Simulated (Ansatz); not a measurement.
**Geometry relaxation of SrTiO₃ (part 1 of 3)**

SrTiO₃ (35 atoms in the cell), computed with DFT PBE, scalar-relativistic, plane waves, PAW, no spin polarisation (Ansatz 0.2.0).

The structure derives from a Materials Project entry. It belongs to a series of runs on one base structure; here: the perfect supercell shaken and relaxed.

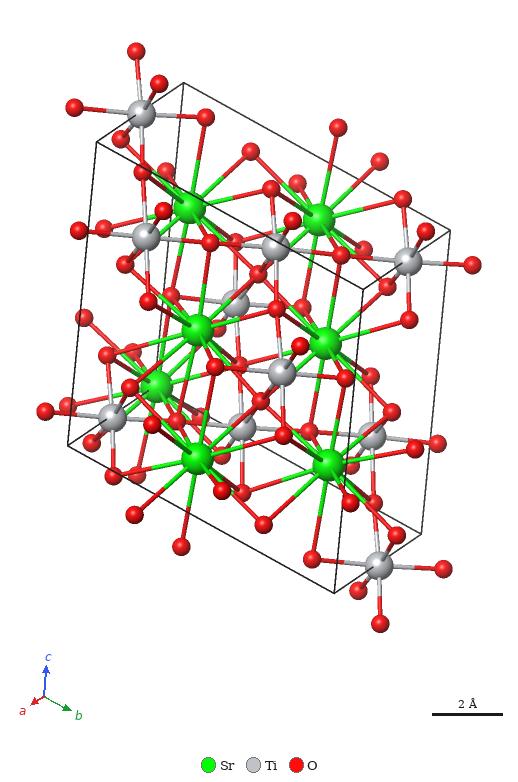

**Figure 1.** The input geometry (ball-and-stick view of the cell of the calculation, set on other vectors, seen slightly off an axis; bonded neighbours outside the cell are drawn too).

Input file:
```yaml
crystal:
  lattice:
    - [3.9364351354, -3.9364351354, 3.9364351354]
    - [-7.8728702709, 0.0, 3.9364351354]
    - [0.0, -3.9364351354, -7.8728702709]
  atoms:
    - { symbol: Sr, position: [0.5719338172, 0.2825459311, 0.4295090996] }
    - { symbol: Sr, position: [0.8583418508, 0.4411209544, 0.1459331987] }
    - { symbol: Sr, position: [0.1432318795, 0.5680020602, 0.8504142665] }
    - { symbol: Sr, position: [0.7134148215, 0.8557367418, 0.2794974902] }
    - { symbol: Sr, position: [-0.0017647221, 0.9958195562, 0.9893223829] }
    - { symbol: Sr, position: [0.2693953435, 0.1417083364, 0.699577549] }
    - { symbol: Sr, position: [0.4336050217, 0.7107411885, 0.5725877036] }
    - { symbol: Ti, position: [0.069382536, 0.2882687607, 0.4302017195] }
    - { symbol: Ti, position: [0.3518532105, 0.4388621076, 0.1503973743] }
    - { symbol: Ti, position: [0.6394197052, 0.5690124742, 0.8525993185] }
    - { symbol: Ti, position: [0.2110530788, 0.8567103579, 0.2806957226] }
    - { symbol: Ti, position: [0.4914051886, 0.9904084333, -0.0043925605] }
    - { symbol: Ti, position: [0.7978813505, 0.1423893775, 0.7169097056] }
    - { symbol: Ti, position: [0.9362205814, 0.7153968626, 0.5681517877] }
    - { symbol: O, position: [0.3615290326, 0.4284409563, 0.6412418801] }
    - { symbol: O, position: [0.6336668462, 0.5731577268, 0.3522492432] }
    - { symbol: O, position: [0.934048392, 0.7178466308, 0.0726069827] }
    - { symbol: O, position: [0.5044901453, 0.0026122753, 0.4990364623] }
    - { symbol: O, position: [0.7942123596, 0.1394396442, 0.2111294443] }
    - { symbol: O, position: [0.0768057383, 0.2897685101, 0.9298319067] }
    - { symbol: O, position: [0.2117981562, 0.8578158033, 0.7853373609] }
    - { symbol: O, position: [0.2220954155, 0.3633054405, 0.2958226224] }
    - { symbol: O, position: [0.4995299454, 0.4990649063, 0.0015112969] }
    - { symbol: O, position: [0.7916760363, 0.6410721303, 0.7154220063] }
    - { symbol: O, position: [0.362453528, 0.9289321345, 0.1400868616] }
    - { symbol: O, position: [0.6448414824, 0.0763823814, 0.8584028437] }
    - { symbol: O, position: [0.9207037216, 0.2153071498, 0.5658963178] }
    - { symbol: O, position: [0.0667132631, 0.7835474038, 0.4326773734] }
    - { symbol: O, position: [0.1435360531, 0.0804330099, 0.3664278997] }
    - { symbol: O, position: [0.4386250896, 0.2108048864, 0.0736701234] }
    - { symbol: O, position: [0.709913693, 0.3480227488, 0.7816524386] }
    - { symbol: O, position: [0.2888814331, 0.6425357128, 0.2110668273] }
    - { symbol: O, position: [0.5755832483, 0.7940968207, 0.9274312931] }
    - { symbol: O, position: [0.8554404106, 0.9274071399, 0.6434661704] }
    - { symbol: O, position: [0.0103595508, 0.4935966439, 0.5051921443] }
basis:
  ecutwfc: 420
  xc_grid: 2
kpoints:
  mp_grid: { grid: [3, 3, 3], shift: [0.0, 0.0, 0.0] }
hamiltonian:
  xc: pbe
scf:
  occupations: { method: gaussian, width: 0.02 }
output:
  forces: true
  stress: false
  eigenvalues: true
relax:
  adjacent_minimum: "off"
  f_tol: 0.03
  max_steps: 25
```

Run on 8 threads of Arm Neoverse N1, 24 GiB of memory available, shared host.

Command:
```bash
ansatz run input.yaml --threads 8 --pin off --max-ram 16384MiB --backend cpu --events-out ev --progress --plain --runs-dir out
```

Output:
```
Engine: ansatz 0.2.0, aarch64-unknown-linux-gnu
Pseudopotentials: kind: paw
Pseudopotential: Sr, paw, valence charge 10, recommended cutoff 420 eV (normal), Sr.paw.azcp
Pseudopotential: Ti, paw, valence charge 12, recommended cutoff 420 eV (normal), Ti.paw.azcp
Pseudopotential: O, paw, valence charge 6, recommended cutoff 420 eV (normal), O.paw.azcp
Functional definition: PBE
  parameter kappa = 0.804
  parameter beta = 0.06672455060314922
  exchange = pbe_x(kappa = kappa, mu = beta*pi^2/3)
  correlation = pbe_c(beta = beta)
Crystal: 35 atoms, lattice volume = 426.980 Å³
Basis set: ecut = 420 eV, 8365 PW (Γ), exchange–correlation on 96×120×120 points (8 copies of the dense FFT grid, shifted against one another)
Bands: 175, of which v1, the nominal top of the filled ones, is band 140 counted from 1 (139 counted from 0)
Symmetry: 1 space group operations
Space group: P1 (ITA 1), of the structure as read, at distance tolerance 7.5e-5 Å
k-points: 14 of 27 (time reversal used)
Non-local potential: Sr, projectors of the file, l = 0: 3, l = 1: 2, l = 2: 2
Non-local potential: Ti, projectors of the file, l = 0: 3, l = 1: 2, l = 2: 3, l = 3: 1
Non-local potential: O, projectors of the file, l = 0: 2, l = 1: 2, l = 2: 1
PAW form: soft (Blöchl's): semilocal exchange-correlation on the pseudo side does not see the compensation charge
PAW one-centre angular grid: Sr, 110 points (default); XC on 64 Gauss nodes
PAW one-centre angular grid: Ti, 590 points (default); XC on 64 Gauss nodes
PAW one-centre angular grid: O, 110 points (default); XC on 64 Gauss nodes
Initial density: superposition of atomic densities (neutral atoms: chi_scale 0, normalization atom), corrected by the library's trained network
Initial wavefunctions: pseudopotential atomic-orbital guess
Functional: x = pbe(κ = 0.804, μ = 0.2195149727645171), c = pbe(β = 0.06672455060314922)
SCF iter   1: F=—  HF=-54280.381609 eV  |F-HF|=—  |Δ(HF+E_count)|=         —  Δρ=1.99e-3  dr2=1.07e-2  ethr=1.77e-3  ⟨swp⟩=7.6  Hψ=11086  notcnv=0  defer=59
preconditioner: auto → Resta (q_TF=auto, 2.543 Å⁻¹)  ε∞=5.7  [insulator: Δε(μ)=1.694 eV  Ē_g=12.021 eV  σ=0.020 eV  W_gap=1.00  n_scr=108 (ndim 8)  ℏωp=26.0 eV  f_vac=0.001  D(μ)=0.00/eV (n_scr^D=0)  ε∞_Penn≈5.7]
SCF iter   2: F=—  HF=-54280.385775 eV  |F-HF|=—  |Δ(HF+E_count)|=   4.17e-3  Δρ=9.21e-4  dr2=1.91e-3  ethr=3.81e-6  ⟨swp⟩=3.0  Hψ=4501  notcnv=0  defer=402
SCF iter   3: F=—  HF=-54280.386725 eV  |F-HF|=—  |Δ(HF+E_count)|=   9.50e-4  Δρ=1.90e-4  dr2=1.75e-4  ethr=6.83e-7  ⟨swp⟩=2.0  Hψ=2923  notcnv=0  defer=402
iter 4 did not close the SCF: its close was put off for the readings that it lacked (scf_convergence_deferred on its scf_iter line)
SCF iter   4: F=-54280.386733 eV  HF=-54280.386741 eV  |F-HF|=8.49e-6  |Δ(HF+E_count)|=   1.60e-5  Δρ=4.50e-5  dr2=1.60e-5  ethr=6.24e-8  ⟨swp⟩=2.0  Hψ=2926  notcnv=0  defer=402
iter 5 did not close the SCF: its close was put off for the readings that it lacked (scf_convergence_deferred on its scf_iter line)
SCF iter   5: F=-54280.386740 eV  HF=-54280.386741 eV  |F-HF|=8.70e-7  |Δ(HF+E_count)|=   4.50e-7  Δρ=2.27e-5  dr2=1.89e-6  ethr=5.70e-9  ⟨swp⟩=2.1  Hψ=3373  notcnv=0  defer=402
SCF iter   6: F=-54280.386741 eV  HF=-54280.386741 eV  |F-HF|=9.89e-9  |Δ(HF+E_count)|=   9.01e-8  Δρ=3.76e-6  dr2=5.72e-8  ethr=6.74e-10  ⟨swp⟩=11.4  Hψ=12236  notcnv=0
SCF 1 converged in 6 iterations: F = -54280.386741 eV  dr2 = 5.72e-8
  greatest PAW one-centre occupation: 0.999 electrons in one spin orbital (limit 2), on the Ti atom at site 7 (counted from 0), in its partial waves of l = 0
relax step   1: F+E_penalty+E_count = -54280.38674073 eV  Δ(F+E_penalty+E_count) = +0.000e0 eV  max|allowed force component| = 2.345e0 eV/Å  Δτ_max = 0.0000 Å  (6 SCF iters, dr2 threshold 2.25e-5 eV, accepted)
Initial density: handed on by an earlier stage of this run
Initial wavefunctions: those handed on with the density
iter 1 solved again at ethr=2.71e-4 eV; its pass at ethr=3.10e-3 eV (dr2=7.60e-1 eV) is discarded
SCF iter   1: F=—  HF=-54281.408975 eV  |F-HF|=—  |Δ(HF+E_count)|=         —  Δρ=1.04e-2  dr2=7.71e-1  ethr=2.71e-4  ⟨swp⟩=1.4  Hψ=7756  notcnv=0  defer=405
preconditioner: auto → Resta (q_TF=auto, 2.543 Å⁻¹)  ε∞=5.7  [insulator: Δε(μ)=1.926 eV  Ē_g=12.067 eV  σ=0.020 eV  W_gap=1.00  n_scr=108 (ndim 8)  ℏωp=26.0 eV  f_vac=0.001  D(μ)=0.00/eV (n_scr^D=0)  ε∞_Penn≈5.7]
SCF iter   2: F=—  HF=-54281.263449 eV  |F-HF|=—  |Δ(HF+E_count)|=   1.46e-1  Δρ=4.92e-3  dr2=2.13e-1  ethr=2.71e-4  ⟨swp⟩=2.1  Hψ=3296  notcnv=0  defer=405
SCF iter   3: F=—  HF=-54281.203755 eV  |F-HF|=—  |Δ(HF+E_count)|=   5.97e-2  Δρ=1.13e-3  dr2=8.61e-3  ethr=7.62e-5  ⟨swp⟩=3.1  Hψ=3370  notcnv=0  defer=405
SCF iter   4: F=—  HF=-54281.201779 eV  |F-HF|=—  |Δ(HF+E_count)|=   1.98e-3  Δρ=4.12e-4  dr2=7.09e-4  ethr=3.07e-6  ⟨swp⟩=2.0  Hψ=3923  notcnv=0  defer=405
iter 5 did not close the SCF: its close was put off for the readings that it lacked (scf_convergence_deferred on its scf_iter line)
SCF iter   5: F=-54281.201836 eV  HF=-54281.201838 eV  |F-HF|=1.95e-6  |Δ(HF+E_count)|=   5.90e-5  Δρ=9.63e-5  dr2=4.80e-5  ethr=2.53e-7  ⟨swp⟩=2.0  Hψ=3452  notcnv=0  defer=405
SCF iter   6: F=-54281.201852 eV  HF=-54281.201854 eV  |F-HF|=2.22e-6  |Δ(HF+E_count)|=   1.57e-5  Δρ=4.61e-5  dr2=6.81e-6  ethr=1.71e-8  ⟨swp⟩=11.9  Hψ=13052  notcnv=0
SCF 2 converged in 6 iterations: F = -54281.201852 eV  dr2 = 6.81e-6
relax step   2: F+E_penalty+E_count = -54281.20185162 eV  Δ(F+E_penalty+E_count) = -8.151e-1 eV  max|allowed force component| = 8.213e-1 eV/Å  Δτ_max = 0.1950 Å  (6 SCF iters, dr2 threshold 1.00e-4 eV, accepted)
iter 1 solved again at ethr=3.58e-4 eV; its pass at ethr=3.10e-3 eV (dr2=1.00e0 eV) is discarded
SCF iter   1: F=—  HF=-54281.720553 eV  |F-HF|=—  |Δ(HF+E_count)|=         —  Δρ=1.41e-2  dr2=1.01e0  ethr=3.58e-4  ⟨swp⟩=1.1  Hψ=9049  notcnv=0  defer=409
preconditioner: auto → Resta (q_TF=auto, 2.543 Å⁻¹)  ε∞=5.6  [insulator: Δε(μ)=2.225 eV  Ē_g=12.109 eV  σ=0.020 eV  W_gap=1.00  n_scr=108 (ndim 8)  ℏωp=26.0 eV  f_vac=0.000  D(μ)=0.00/eV (n_scr^D=0)  ε∞_Penn≈5.6]
SCF iter   2: F=—  HF=-54281.533296 eV  |F-HF|=—  |Δ(HF+E_count)|=   1.87e-1  Δρ=7.59e-3  dr2=3.21e-1  ethr=3.58e-4  ⟨swp⟩=2.6  Hψ=2708  notcnv=0  defer=409
SCF iter   3: F=—  HF=-54281.452033 eV  |F-HF|=—  |Δ(HF+E_count)|=   8.13e-2  Δρ=1.17e-3  dr2=8.41e-3  ethr=1.15e-4  ⟨swp⟩=2.7  Hψ=3319  notcnv=0  defer=411
SCF iter   4: F=—  HF=-54281.450612 eV  |F-HF|=—  |Δ(HF+E_count)|=   1.42e-3  Δρ=4.30e-4  dr2=7.61e-4  ethr=3.00e-6  ⟨swp⟩=2.1  Hψ=3863  notcnv=0  defer=411
SCF iter   5: F=—  HF=-54281.450648 eV  |F-HF|=—  |Δ(HF+E_count)|=   3.60e-5  Δρ=9.70e-5  dr2=5.21e-5  ethr=2.72e-7  ⟨swp⟩=2.0  Hψ=3509  notcnv=0  defer=411
SCF iter   6: F=-54281.450663 eV  HF=-54281.450664 eV  |F-HF|=4.50e-7  |Δ(HF+E_count)|=   1.59e-5  Δρ=3.36e-5  dr2=3.84e-6  ethr=1.51e-8  ⟨swp⟩=15.4  Hψ=12302  notcnv=0
SCF 3 converged in 6 iterations: F = -54281.450663 eV  dr2 = 3.84e-6
relax step   3: F+E_penalty+E_count = -54281.45066319 eV  Δ(F+E_penalty+E_count) = -2.488e-1 eV  max|allowed force component| = 1.575e-1 eV/Å  Δτ_max = 0.1388 Å  (6 SCF iters, dr2 threshold 4.22e-5 eV, accepted)
SCF iter   1: F=—  HF=-54281.477736 eV  |F-HF|=—  |Δ(HF+E_count)|=         —  Δρ=3.35e-3  dr2=4.35e-2  ethr=1.41e-4  ⟨swp⟩=4.1  Hψ=5526  notcnv=0  defer=411
preconditioner: auto → Resta (q_TF=auto, 2.543 Å⁻¹)  ε∞=5.6  [insulator: Δε(μ)=2.209 eV  Ē_g=12.151 eV  σ=0.020 eV  W_gap=1.00  n_scr=108 (ndim 8)  ℏωp=26.0 eV  f_vac=0.000  D(μ)=0.00/eV (n_scr^D=0)  ε∞_Penn≈5.6]
SCF iter   2: F=—  HF=-54281.469473 eV  |F-HF|=—  |Δ(HF+E_count)|=   8.26e-3  Δρ=1.77e-3  dr2=1.29e-2  ethr=1.55e-5  ⟨swp⟩=2.0  Hψ=2907  notcnv=0  defer=411
SCF iter   3: F=—  HF=-54281.466418 eV  |F-HF|=—  |Δ(HF+E_count)|=   3.05e-3  Δρ=1.89e-4  dr2=1.32e-4  ethr=4.60e-6  ⟨swp⟩=2.0  Hψ=3000  notcnv=0  defer=411
SCF iter   4: F=—  HF=-54281.465518 eV  |F-HF|=—  |Δ(HF+E_count)|=   9.01e-4  Δρ=7.99e-5  dr2=1.74e-5  ethr=4.72e-8  ⟨swp⟩=2.0  Hψ=3600  notcnv=0  defer=411
iter 5 did not close the SCF: its close was put off for the readings that it lacked (scf_convergence_deferred on its scf_iter line)
SCF iter   5: F=-54281.465517 eV  HF=-54281.465517 eV  |F-HF|=2.28e-7  |Δ(HF+E_count)|=   3.74e-7  Δρ=1.80e-5  dr2=1.32e-6  ethr=6.20e-9  ⟨swp⟩=2.0  Hψ=3509  notcnv=0  defer=411
SCF iter   6: F=-54281.465518 eV  HF=-54281.465518 eV  |F-HF|=1.16e-8  |Δ(HF+E_count)|=   5.41e-7  Δρ=3.78e-6  dr2=8.35e-8  ethr=4.73e-10  ⟨swp⟩=12.0  Hψ=11083  notcnv=0
SCF 4 converged in 6 iterations: F = -54281.465518 eV  dr2 = 8.35e-8
  greatest PAW one-centre occupation: 0.999 electrons in one spin orbital (limit 2), on the Ti atom at site 13 (counted from 0), in its partial waves of l = 0
relax step   4: F+E_penalty+E_count = -54281.46551772 eV  Δ(F+E_penalty+E_count) = -1.485e-2 eV  max|allowed force component| = 2.015e-2 eV/Å  Δτ_max = 0.0276 Å  (6 SCF iters, dr2 threshold 1.55e-6 eV, accepted)
iter 1 solved again at ethr=3.01e-11 eV; its pass at ethr=3.10e-3 eV (dr2=8.44e-8 eV) is discarded
SCF iter   1: F=—  HF=-54281.465517 eV  |F-HF|=—  |Δ(HF+E_count)|=         —  Δρ=3.80e-6  dr2=8.41e-8  ethr=3.01e-11  ⟨swp⟩=1.0  Hψ=5768  notcnv=0
preconditioner: auto → Resta (q_TF=auto, 2.543 Å⁻¹)  ε∞=5.6  [insulator: Δε(μ)=2.172 eV  Ē_g=12.116 eV  σ=0.020 eV  W_gap=1.00  n_scr=108 (ndim 8)  ℏωp=26.0 eV  f_vac=0.000  D(μ)=0.00/eV (n_scr^D=0)  ε∞_Penn≈5.6]
iter 2 did not close the SCF: its close was put off for the readings that it lacked (scf_convergence_deferred on its scf_iter line)
SCF iter   2: F=-54281.465518 eV  HF=-54281.465518 eV  |F-HF|=1.23e-9  |Δ(HF+E_count)|=   4.31e-7  Δρ=2.20e-6  dr2=3.32e-8  ethr=3.00e-11  ⟨swp⟩=2.1  Hψ=3183  notcnv=0
iter 3 did not close the SCF: its close was put off for the readings that it lacked (scf_convergence_deferred on its scf_iter line)
SCF iter   3: F=-54281.465518 eV  HF=-54281.465518 eV  |F-HF|=3.57e-10  |Δ(HF+E_count)|=   1.15e-8  Δρ=5.63e-7  dr2=2.02e-9  ethr=1.19e-11  ⟨swp⟩=2.0  Hψ=3381  notcnv=0
iter 4 did not close the SCF: its close was put off for the readings that it lacked (scf_convergence_deferred on its scf_iter line)
SCF iter   4: F=-54281.465518 eV  HF=-54281.465518 eV  |F-HF|=2.91e-11  |Δ(HF+E_count)|=  9.17e-10  Δρ=1.56e-7  dr2=9.88e-11  ethr=1.00e-12  ⟨swp⟩=2.0  Hψ=2968  notcnv=0
iter 5 did not close the SCF: its close was put off for the readings that it lacked (scf_convergence_deferred on its scf_iter line)
SCF iter   5: F=-54281.465518 eV  HF=-54281.465518 eV  |F-HF|=2.18e-11  |Δ(HF+E_count)|=  2.91e-11  Δρ=3.73e-8  dr2=5.31e-12  ethr=1.00e-12  ⟨swp⟩=1.0  Hψ=2039  notcnv=0
SCF iter   6: F=-54281.465518 eV  HF=-54281.465518 eV  |F-HF|=7.28e-12  |Δ(HF+E_count)|=  7.28e-12  Δρ=1.14e-8  dr2=5.67e-13  ethr=1.00e-12  ⟨swp⟩=1.0  Hψ=4545  notcnv=0
SCF 5 converged in 6 iterations: F = -54281.465518 eV  dr2 = 5.67e-13
relax step   5: F+E_penalty+E_count = -54281.46551775 eV  Δ(F+E_penalty+E_count) = -3.241e-8 eV  max|allowed force component| = 2.013e-2 eV/Å  Δτ_max = 0.0000 Å  (6 SCF iters, accepted)
SCF iter   1: F=—  HF=-54281.466957 eV  |F-HF|=—  |Δ(HF+E_count)|=         —  Δρ=4.17e-4  dr2=6.67e-4  ethr=2.92e-6  ⟨swp⟩=2.2  Hψ=4439  notcnv=0  defer=411
preconditioner: auto → Resta (q_TF=auto, 2.543 Å⁻¹)  ε∞=5.6  [insulator: Δε(μ)=2.186 eV  Ē_g=12.120 eV  σ=0.020 eV  W_gap=1.00  n_scr=108 (ndim 8)  ℏωp=26.0 eV  f_vac=0.000  D(μ)=0.00/eV (n_scr^D=0)  ε∞_Penn≈5.6]
SCF iter   2: F=—  HF=-54281.466839 eV  |F-HF|=—  |Δ(HF+E_count)|=   1.17e-4  Δρ=2.27e-4  dr2=2.14e-4  ethr=2.38e-7  ⟨swp⟩=1.0  Hψ=2828  notcnv=0  defer=411
SCF iter   3: F=—  HF=-54281.466786 eV  |F-HF|=—  |Δ(HF+E_count)|=   5.35e-5  Δρ=2.80e-5  dr2=2.49e-6  ethr=7.65e-8  ⟨swp⟩=2.9  Hψ=4530  notcnv=0  defer=411
SCF iter   4: F=—  HF=-54281.465883 eV  |F-HF|=—  |Δ(HF+E_count)|=   9.03e-4  Δρ=9.32e-6  dr2=2.95e-7  ethr=8.91e-10  ⟨swp⟩=2.0  Hψ=2941  notcnv=0  defer=411
iter 5 did not close the SCF: its close was put off for the readings that it lacked (scf_convergence_deferred on its scf_iter line)
SCF iter   5: F=-54281.465883 eV  HF=-54281.465883 eV  |F-HF|=1.44e-9  |Δ(HF+E_count)|=   4.06e-8  Δρ=2.42e-6  dr2=2.73e-8  ethr=1.05e-10  ⟨swp⟩=2.0  Hψ=3509  notcnv=0  defer=411
SCF iter   6: F=-54281.465883 eV  HF=-54281.465883 eV  |F-HF|=4.15e-10  |Δ(HF+E_count)|=   7.97e-9  Δρ=6.70e-7  dr2=1.68e-9  ethr=9.76e-12  ⟨swp⟩=8.3  Hψ=9748  notcnv=0
SCF 6 converged in 6 iterations: F = -54281.465883 eV  dr2 = 1.68e-9
  greatest PAW one-centre occupation: 0.999 electrons in one spin orbital (limit 2), on the Ti atom at site 8 (counted from 0), in its partial waves of l = 0
relax step   6: F+E_penalty+E_count = -54281.46588290 eV  Δ(F+E_penalty+E_count) = -3.651e-4 eV  max|allowed force component| = 1.121e-2 eV/Å  Δτ_max = 0.0036 Å  (6 SCF iters, accepted)
```
